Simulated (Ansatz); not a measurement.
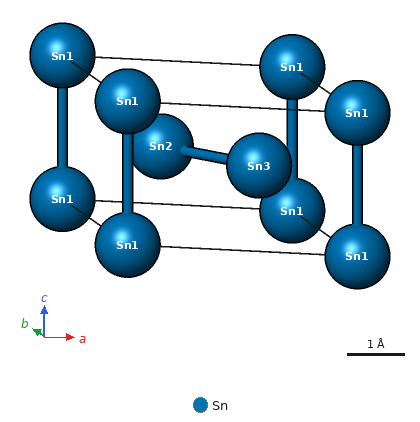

**Figure 1.** The structure as given in the input (ball-and-stick view of the cell of the calculation, seen slightly off an axis; atoms are numbered from 1 in the order of the input).

## From Sn to Mn

System: Sn (P6/mmm, 3 atoms in the cell).
Method of run A: DFT PBE, scalar-relativistic, plane waves, PAW, no spin polarisation (Ansatz 0.2.0).
System of run B: Mn (P6/mmm, 3 atoms in the cell).

On run A: The structure was made by swapping elements on the sites of another compound; it need not be a known phase. On run B: The structure was made by swapping elements on the sites of another compound; it need not be a known phase. It belongs to a series of runs on one base structure; here: Ti -> Mn on all its sites, cell and atoms relaxed. Text and figures count atoms from 1; the logs count them from 0 in places.

**The input, run A**
```yaml
crystal:
  lattice:
    - [4.1587154108, 0.0, 0.0]
    - [-2.0793577054, 3.6015531929, 0.0]
    - [0.0, 0.0, 2.5719197868]
  atoms:
    - { symbol: Sn, position: [0.0, 0.0, 0.0] }
    - { symbol: Sn, position: [0.3333333333, 0.6666666667, 0.5] }
    - { symbol: Sn, position: [0.6666666667, 0.3333333333, 0.5] }
basis:
  ecutwfc: 420
kpoints:
  mp_grid: { grid: [6, 6, 8] }
hamiltonian:
  xc: pbe
scf:
  occupations: { method: gaussian, width: 0.1 }
output:
  forces: true
  stress: true
  eigenvalues: true
relax:
  adjacent_minimum: "off"
  f_tol: 0.05
  max_steps: 60
  cell: { stress_tol: 0.5 }
```

Command:
```bash
ansatz run input.yaml --threads 1 --pin off --max-ram 2560MiB --backend cpu --events-out ev --progress --plain --runs-dir out
```

Hardware: 1 thread of Intel Xeon @ 2.90GHz (Ice Lake), 32 GiB of memory available, shared host.

**Output, shortened to warnings, some set-up lines, iterations and results (run A)**
```
Basis set: ecut = 420 eV, 747 PW (Γ), exchange–correlation on 60×60×36 points (8 copies of the dense FFT grid, shifted against one another)
Symmetry: 24 space group operations
k-points: 35 of 288
Initial density: superposition of atomic densities (neutral atoms: chi_scale 0, normalization atom), corrected by the library's trained network
[...]
SCF iter   1: F=—  HF=-18056.571568 eV  |F-HF|=—  |Δ(HF+E_count)|=         —  Δρ=1.64e-2  dr2=5.75e-2  ethr=1.77e-3  ⟨swp⟩=10.0  Hψ=5592  notcnv=0
SCF iter   2: F=—  HF=-18056.556519 eV  |F-HF|=—  |Δ(HF+E_count)|=   1.50e-2  Δρ=6.70e-3  dr2=7.82e-3  ethr=1.37e-4  ⟨swp⟩=3.0  Hψ=1681  notcnv=0  defer=20
SCF iter   3: F=—  HF=-18056.555075 eV  |F-HF|=—  |Δ(HF+E_count)|=   1.44e-3  Δρ=1.56e-3  dr2=1.46e-3  ethr=1.86e-5  ⟨swp⟩=2.2  Hψ=1423  notcnv=0  defer=20
SCF iter   4: F=—  HF=-18056.554510 eV  |F-HF|=—  |Δ(HF+E_count)|=   5.65e-4  Δρ=2.83e-4  dr2=3.25e-5  ethr=3.47e-6  ⟨swp⟩=2.4  Hψ=1566  notcnv=0  defer=20
SCF iter   5: F=—  HF=-18056.554515 eV  |F-HF|=—  |Δ(HF+E_count)|=   5.24e-6  Δρ=4.43e-5  dr2=4.54e-7  ethr=7.74e-8  ⟨swp⟩=2.5  Hψ=1235  notcnv=0  defer=20
[... 68 lines ...]
SCF iter   2: F=—  HF=-18072.472750 eV  |F-HF|=—  |Δ(HF+E_count)|=   2.82e-8  Δρ=5.90e-5  dr2=5.10e-7  ethr=4.87e-9  ⟨swp⟩=2.0  Hψ=1651  notcnv=0
SCF iter   3: F=—  HF=-18072.472751 eV  |F-HF|=—  |Δ(HF+E_count)|=   1.04e-6  Δρ=1.57e-5  dr2=8.07e-8  ethr=1.22e-9  ⟨swp⟩=2.0  Hψ=1653  notcnv=0
SCF iter   4: F=-18072.472751 eV  HF=-18072.472751 eV  |F-HF|=1.16e-10  |Δ(HF+E_count)|=   4.88e-8  Δρ=1.41e-6  dr2=1.65e-9  ethr=7.14e-12  ⟨swp⟩=4.5  Hψ=4208  notcnv=0
SCF 11 converged in 4 iterations: F = -18072.472751 eV  dr2 = 1.65e-9
relax step  11: F+E_penalty+E_count = -18072.47275135 eV  Δ(F+E_penalty+E_count) = -2.175e-3 eV  max|allowed force component| = 2.776e-17 eV/Å  Δτ_max = 0.0000 Å  P = +0.061 …
basis re-selected at this cell: Δ(F+E_penalty+E_count) = -2.175e-3 eV, ΔP = -0.030 GPa vs the last step (what re-selecting the basis moved, of the pressure what is left beyond the Pulay correction that the steps carried, after the strain that the cell walked since its last selection, with what the …
SCF converged after 4 iterations
Free energy (F): -18072.472751 eV
Harris-Foulkes:  -18072.472751 eV  (|F-HF|=1.16e-10)
Internal energy: -18072.465836 eV  (E = F + TS)
E sigma→0 (E₀):  -18072.469293 eV
Entropy (-TS):   -0.006916 eV (-2.305 meV/atom)
Fermi energy:    10.519294 eV
--- Per-component energies (eV) ---
  E_band       = -255.550555
  E_kinetic    = 557.295189
  E_local      = -2525.870881  (includes V_loc(G=0)·N_el)
  E_nonlocal   = -98.068621
  E_hartree    = 1579.205835
  E_xc         = -1148.295437
  E_vxc        = -288.461874  (∫ρ·V_xc dr)
  E_paw        = -12404.634989  (= ΣΔE_a)
  E_vpaw       = -1058.853924  (= ΣTr[D̂ρ^β])
  E_aug_tail   = -0.000001  (compensation charges beyond the density's cutoff)
  E_ewald      = -4032.096930
  E_smearing   = -0.006916  (= −TS)
  E_closure    = 0.000000  (closes the sum)
  Σ components = -18072.472751   (vs F -18072.472751, Δ=0.00e0)
--- Forces (eV/Å), atoms counted from 1 ---
  atom   1  Sn     0.00000000    -0.00000000     0.00000000
  atom   2  Sn    -0.00000000     0.00000000     0.00000000
  atom   3  Sn     0.00000000    -0.00000000    -0.00000000
  max |Σ_I F_I| component: 1.39e-17 eV/Å
--- Stress (GPa, compression-positive) ---
        0.106572       0.000000      -0.000000
       -0.000000       0.106572      -0.000000
       -0.000000      -0.000000      -0.030632
  P = ⅓ Tr σ = 0.0608 GPa (0.608 kbar)
--- Relaxed structure (9 steps of the walk, 9 accepted, 2 SCFs on fresh bases) ---
  F+E_penalty+E_count = -18072.47275135 eV   max|allowed force component| = 2.776e-17 eV/Å   (the final SCF, on the basis selected at the relaxed cell)
  cell:  # Å, volume = 83.2820 Å³
    - [5.456322667870794, 3.92364175731028e-33, 0.0]
    - [-2.728161333935397, 4.72531404162099, 3.784900603888481e-17]
    - [0.0, 2.7028507515737337e-17, 3.230133276807462]
  atoms:
[...]
```

For run B the input was changed thus:
```diff
-    - { symbol: Sn, position: [0.0, 0.0, 0.0] }
-    - { symbol: Sn, position: [0.3333333333, 0.6666666667, 0.5] }
-    - { symbol: Sn, position: [0.6666666667, 0.3333333333, 0.5] }
+    - { symbol: Mn, position: [0.0, 0.0, 0.0], spin: 2.83 }
+    - { symbol: Mn, position: [0.3333333333, 0.6666666667, 0.5], spin: -1.08 }
+    - { symbol: Mn, position: [0.6666666667, 0.3333333333, 0.5], spin: -1.08 }
+  populations: true
+magnetization:
+  spin_polarized: true
```

What does this change do to the results?

The total energies belong to different systems, so their difference says nothing on which is more stable or more accurate. The volume per atom goes from 27.76 to 10.77 Å³. With spin allowed, the absolute moment of the cell comes to 0.00 μB. The SCF takes 94 iterations over all geometry steps against 56. On the same kind of shared host run B took about 1.8 times as long. The two runs start from different initial densities, which also moves the count.

**Output, shortened to warnings, some set-up lines, iterations and results (run B)**
```
WARN: the starting moments were not kept: the SCF closed with an absolute magnetisation of 5.4e-5 μB, where they sum to 4.99 μB in size (3 sites). That is at most 0.1 of that sum. Measured as dr2_m measures the in/out step, that magnetisation stands 1.6e-9 eV from none, at or under the dr2_threshold of 3.0e-7 eV: it is no larger than a step whose dr2_m would equal this threshold. The system may …
Basis set: ecut = 420 eV, 747 PW (Γ), exchange–correlation on 60×60×36 points (8 copies of the dense FFT grid, shifted against one another)
Symmetry: 24 space group operations
k-points: 35 of 288
Initial density: superposition of atomic densities (chi_scale 0.1, normalization cell)
[...]
SCF iter   1: F=—  HF=-11696.301718 eV  |F-HF|=—  |Δ(HF+E_count)|=         —  Δρ=6.71e-2 (↑6.71e-2 ↓5.71e-2)  dr2=3.87e0  dr2_m=1.79e-1  M=0.446 μB ∫|m|=4.410 μB  β_m=0.30  …
SCF iter   2: F=—  HF=-11694.533300 eV  |F-HF|=—  |Δ(HF+E_count)|=    1.77e0  Δρ=2.95e-2 (↑2.95e-2 ↓1.94e-2)  dr2=6.10e-1  dr2_m=4.81e-2  M=0.484 μB ∫|m|=4.543 μB  β_m=0.38  …
SCF iter   3: F=—  HF=-11694.920126 eV  |F-HF|=—  |Δ(HF+E_count)|=   3.87e-1  Δρ=1.44e-2 (↑1.44e-2 ↓8.53e-3)  dr2=5.37e-2  dr2_m=1.78e-2  M=0.550 μB ∫|m|=4.622 μB  β_m=0.54  …
SCF iter   4: F=—  HF=-11695.485522 eV  |F-HF|=—  |Δ(HF+E_count)|=         —  Δρ=2.03e-2 (↑1.54e-2 ↓2.03e-2)  dr2=4.64e-1  dr2_m=1.68e-2  M=0.455 μB ∫|m|=4.688 μB  β_m=0.54  …
SCF iter   5: F=—  HF=-11695.813449 eV  |F-HF|=—  |Δ(HF+E_count)|=   3.28e-1  Δρ=3.91e-2 (↑3.91e-2 ↓3.72e-2)  dr2=2.11e0  dr2_m=6.39e-2  M=0.777 μB ∫|m|=4.515 μB  β_m=0.36  …
[... 98 lines ...]
SCF iter   8: F=—  HF=-11696.231794 eV  |F-HF|=—  |Δ(HF+E_count)|=   2.95e-8  Δρ=4.66e-7 (↑4.66e-7 ↓3.41e-7)  dr2=1.91e-10  dr2_m=1.25e-12  M=-0.000 μB ∫|m|=0.000 μB  …
SCF iter   9: F=—  HF=-11696.231794 eV  |F-HF|=—  |Δ(HF+E_count)|=  2.00e-10  Δρ=2.75e-7 (↑2.75e-7 ↓9.09e-8)  dr2=4.35e-11  dr2_m=3.58e-12  M=-0.000 μB ∫|m|=0.000 μB  …
SCF iter  10: F=-11696.231794 eV  HF=-11696.231794 eV  |F-HF|=3.02e-10  |Δ(HF+E_count)|=  6.91e-11  Δρ=4.67e-7 (↑4.67e-7 ↓4.26e-7)  dr2=3.18e-10  dr2_m=1.24e-13  M=-0.000 μB …
SCF 7 converged in 10 iterations: F = -11696.231794 eV  dr2 = 3.18e-10
relax step   7: F+E_penalty+E_count = -11696.23179387 eV  Δ(F+E_penalty+E_count) = +1.970e-3 eV  max|allowed force component| = 6.168e-17 eV/Å  Δτ_max = 0.0000 Å  P = -0.034 …
basis re-selected at this cell: Δ(F+E_penalty+E_count) = +1.970e-3 eV, ΔP = +0.017 GPa vs the last step (what re-selecting the basis moved, of the pressure what is left beyond the Pulay correction that the steps carried, after the strain that the cell walked since its last selection, with what the …
SCF converged after 10 iterations
Magnetization: -0.0000 μB (22.5000 up, 22.5000 down)
Absolute magnetization: 0.0000 μB (∫|ρ↑−ρ↓|, with the PAW one-centre terms)
Spin contamination: 0.0000 ħ² per cell (⟨S²⟩ above its minimum at these occupations)
Per-site moments (μB) at R_I (Å): [(-3.176056116369765e-6, 1.0145532621862745), (1.0714214448572375e-6, 0.927634234061582), (1.0714214450185907e-6, 0.927634234061582)]
Free energy (F): -11696.231794 eV
Harris-Foulkes:  -11696.231794 eV  (|F-HF|=3.02e-10)
Internal energy: -11696.217729 eV  (E = F + TS)
E sigma→0 (E₀):  -11696.224762 eV
Entropy (-TS):   -0.014064 eV (-4.688 meV/atom)
Fermi energy:    20.205977 eV
--- Per-component energies (eV) ---
  E_band       = -473.573328
  E_kinetic    = 927.277954
  E_local      = -4722.907986  (includes V_loc(G=0)·N_el)
  E_nonlocal   = 710.210716
  E_hartree    = 1968.769891
  E_xc         = -347.554910
  E_vxc        = -445.437158  (∫ρ·V_xc dr)
  E_paw        = -3889.867677  (= ΣΔE_a)
  E_vpaw       = -880.256452  (= ΣTr[D̂ρ^β])
  E_aug_tail   = -0.000026  (compensation charges beyond the density's cutoff)
  E_ewald      = -6342.145690
  E_smearing   = -0.014064  (= −TS)
  E_closure    = -0.000000  (closes the sum)
  Σ components = -11696.231794   (vs F -11696.231794, Δ=0.00e0)
--- Forces (eV/Å), atoms counted from 1 ---
  atom   1  Mn     0.00000000    -0.00000000     0.00000000
  atom   2  Mn     0.00000000    -0.00000000    -0.00000000
  atom   3  Mn     0.00000000     0.00000000     0.00000000
  max |Σ_I F_I| component: 1.11e-16 eV/Å
--- Stress (GPa, compression-positive) ---
       -0.052921       0.000000       0.000000
        0.000000      -0.052921       0.000000
        0.000000       0.000000       0.004557
  P = ⅓ Tr σ = -0.0338 GPa (-0.338 kbar)
[...]
```

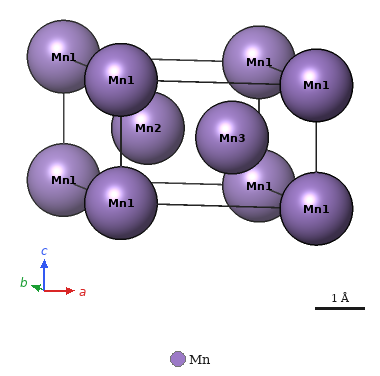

**Figure 2.** The input structure of run B (spheres-only view of the cell of the calculation, seen slightly off an axis; atoms are numbered from 1 in the order of the input).

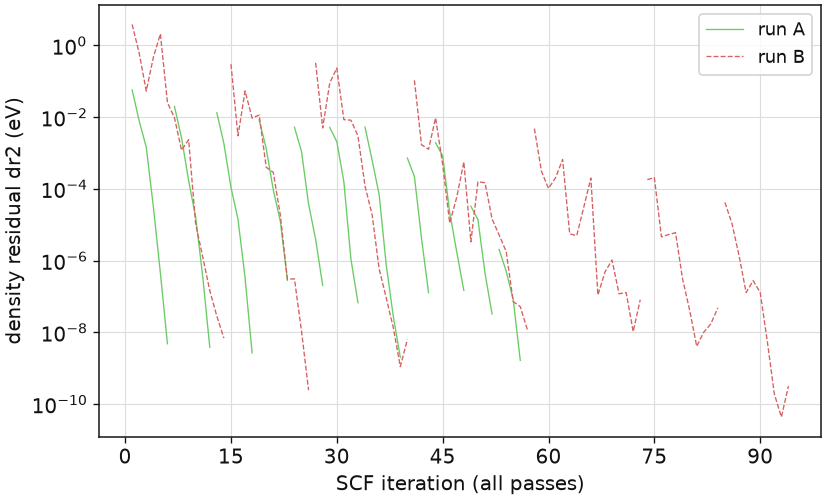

**Figure 3.** Convergence of the two runs: density residual dr2 against the SCF iteration. A break in a curve parts two SCF passes. Run A takes 56 iterations in all, and run B takes 94.

**The two runs side by side**

```tsv
quantity	run A	run B
outcome	converged	converged
free energy per atom (eV)	−6024.1576	−3898.7439
energy per atom, smearing taken to zero (eV)	−6024.1564	−3898.7416
gap on the mesh (eV)	0.00	0.00
pressure (GPa)	0.06	−0.03
volume per atom (Å³)	27.76	10.77
largest force (eV/Å)	0.000	0.000
SCF iterations	56	94
irreducible k-points	35	35
net moment of the cell (μB)	–	0.00
absolute moment of the cell (μB)	–	0.00
wall time (shared host)	28 s	49 s
```

For run B: Warnings: some starting moments were not kept.
